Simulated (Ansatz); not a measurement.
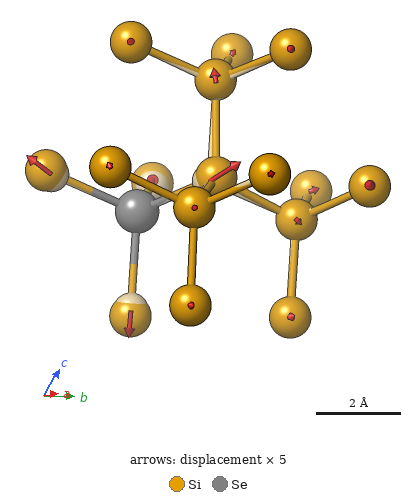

This is a relaxation of a defect cell of composition Si$_{127}$Se (cell charge +2). The starting structure is drawn faded, the final one solid; red arrows show the displacements, magnified 5 times.

Style: ball-and-stick. Shown: the atoms within 4.2 Å of the atom that moves most (axes of the cell of the calculation (origin shifted)), from a free direction.

Level of theory: Ansatz 0.2.0, DFT, PBEsol, PAW, plane waves. Set-up: plane-wave cutoff 420 eV; k-point mesh 1 × 1 × 1; mesh shifted by (0.25, 0.25, 0.25); no spin polarisation; atoms relaxed in a fixed cell; force threshold 0.03 eV/Å; at most 80 steps.

What did the optimiser do to the structure, and how much energy did it gain?

The largest move is that of a Si atom, 0.20 Å along [1 1 2]. By element the largest moves are Si 0.20 Å, Se 0.01 Å. The lattice vectors keep their values. Some distances before and after: Se–Si 2.317 → 2.509 Å, Se–Si 2.362 → 2.513 Å, Si–Si 2.389 → 2.347 Å, Si–Si 2.307 → 2.347 Å. Bond angles that change, for instance: Si–Si–Si 110.8° → 104.0°, Si–Si–Si 109.7° → 104.0°, Si–Si–Si 107.6° → 113.4°. The energy falls by 1.548 eV per cell of the calculation in 4 geometry steps. Largest force component: 1.3 eV/Å at the start, 0.0086 eV/Å at the end.

Limits of the set-up: the cell is charged, on a uniform background, and energies carry no finite-size correction.
